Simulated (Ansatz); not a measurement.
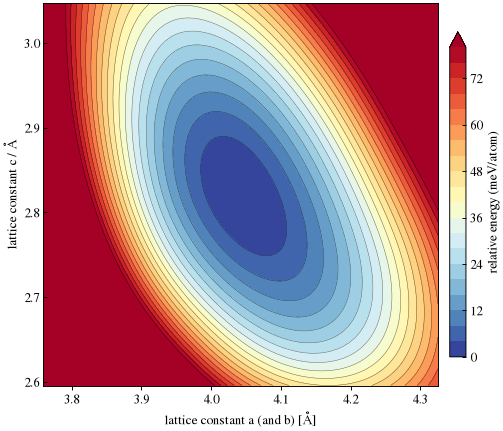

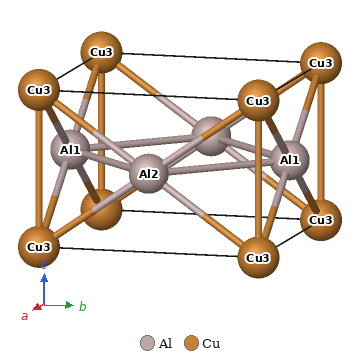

Energy landscape of Al2Cu (P4/mmm, No. 123; 3 atoms in the cell). The energy is mapped over the lattice constants a and c of the conventional cell. The first coordinate is: lattice constant a (and b); the second: lattice constant c. Nothing is relaxed (symmetry fixes all fractional coordinates). Grid: 7 × 7 points. Points are written as (first, second). Energies: meV/atom, counted from the lowest grid point. The calculation used DFT LDA, scalar-relativistic, plane waves, PAW in Ansatz 0.2.0. Settings: cutoff 520 eV, k-mesh 10×10×14 in the order of the run's cell vectors, gaussian smearing 0.15 eV, no spin polarisation.

In the figure: filled contours, one colour for all values above the top of the scale. Between grid points the surface is interpolated. The second picture is the structure at the lowest point

**What does the map say about the system?**

The lowest grid point is at (4.042 Å, 2.821 Å). It is the only kind of minimum in the scanned range. The highest grid point, (3.759 Å, 2.596 Å), lies 322 meV/atom above the lowest. Round the minimum the valley is somewhat tilted: raising lattice constant a (and b) shifts the best value of lattice constant c downwards (coupling k₁₂/√(k₁₁k₂₂) about 0.5).

The values on the grid:

```
lattice constant c ↓, lattice constant a (and b) →  3.759  3.854  3.948  4.042  4.137  4.231  4.325
                                             3.047    101     53     37     46     77    125    187
                                             2.972    107     47     21     22     47     91    148
                                             2.897    120     48     12      6     25     62    114
                                             2.821    144     60     14      0     11     41     86
                                             2.746    183     86     30      6      8     29     66
                                             2.671    241    131     62     27     17     30     59
                                             2.596    322    196    113     65     45     48     68
```

Each point was launched as `ansatz run input.yaml --threads 2 --pin off --max-ram 4096MiB --backend cpu --events-out ev --progress --plain --runs-dir out`. The whole map (49 points run) took 8.8 min on 2 threads of Arm Neoverse N1, with other jobs on the host.

PAW datasets: the set soft_1.
